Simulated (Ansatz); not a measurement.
**SnO: density, localisation and related maps**

```cif
data_structure
_symmetry_space_group_name_H-M 'P 1'
_symmetry_Int_Tables_number 1
_cell_length_a 5.3501
_cell_length_b 5.4037
_cell_length_c 4.8361
_cell_angle_alpha 90.000
_cell_angle_beta 90.812
_cell_angle_gamma 90.000
_cell_volume 139.80
loop_
_atom_site_label
_atom_site_type_symbol
_atom_site_fract_x
_atom_site_fract_y
_atom_site_fract_z
_atom_site_occupancy
Sn1 Sn 0.25000 0.50000 0.23850 1
Sn2 Sn 0.75000 0.00000 0.23850 1
Sn3 Sn 0.25000 0.00000 0.76150 1
Sn4 Sn 0.75000 0.50000 0.76150 1
O1 O 0.00000 0.25000 0.00000 1
O2 O 0.50000 0.75000 0.00000 1
O3 O 0.00000 0.75000 0.00000 1
O4 O 0.50000 0.25000 0.00000 1
```

Space group C2/m; changed on purpose from its base cell (equal xy, yz and zx shear strains of -1 %, PAW files).

All numbers below come from DFT, PBEsol, PAW with Ansatz's default frozen-core files, scalar-relativistic in Ansatz.

In a PAW calculation such maps are meaningful between the atoms, not at the nuclei.

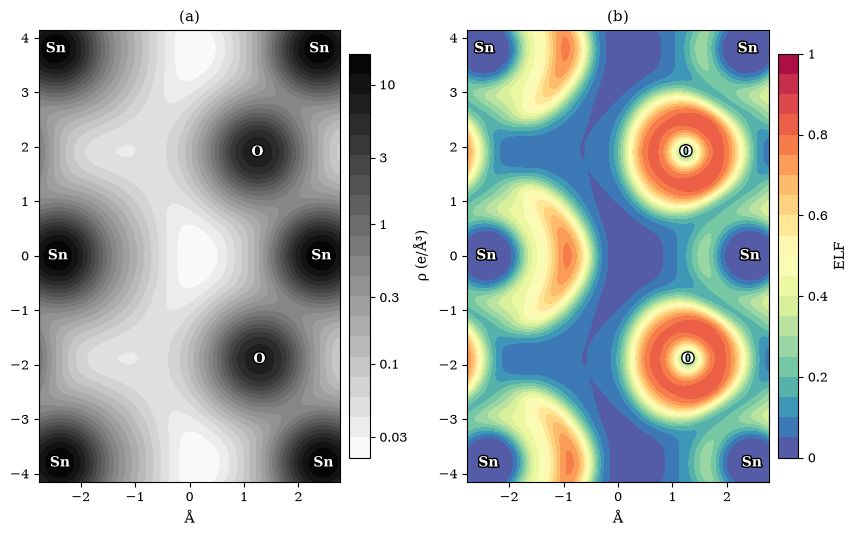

Figure 1. (a) valence charge density (pseudo); (b) electron localisation function on the (110) plane of the conventional cell.

What does the map show?

Answer.
- Atoms in the plane: Sn and O.
- Sn–O (2.23 Å): ρ is about 0.47 e/Å³ halfway; the ELF peaks at about 0.85 in the valence shell of O, 0.6 Å from its nucleus, and is about 0.20 at the midpoint: no localised pair shows between them.
- Between the atoms the lowest density in this plane is 0.02 e/Å³.

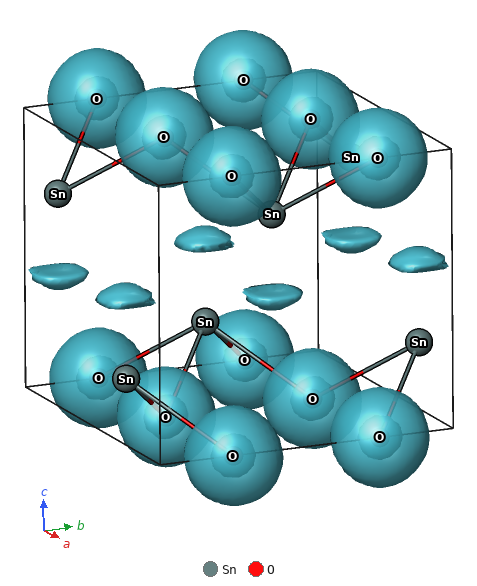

Figure 2. Isosurface of the electron localisation function at 0.7 (cyan), seen at an oblique angle. Only the valence region is drawn (cores and ρ < 0.01 e/Å³ removed). Sticks mark near contacts.

Describe the localisation domains.

Answer. The surface consists of four lobes on Sn, pointing away from the bonds (lone pairs) and four regions wrapped around O (the valence shell of each), counted in one cell of 8 atoms. Regions shared between cells count once.


Sn–O (2.21 Å): the ELF peaks at about 0.85 in the valence shell of O, 0.6 Å from its nucleus, and is about 0.20 at the midpoint; no localised pair shows between them.
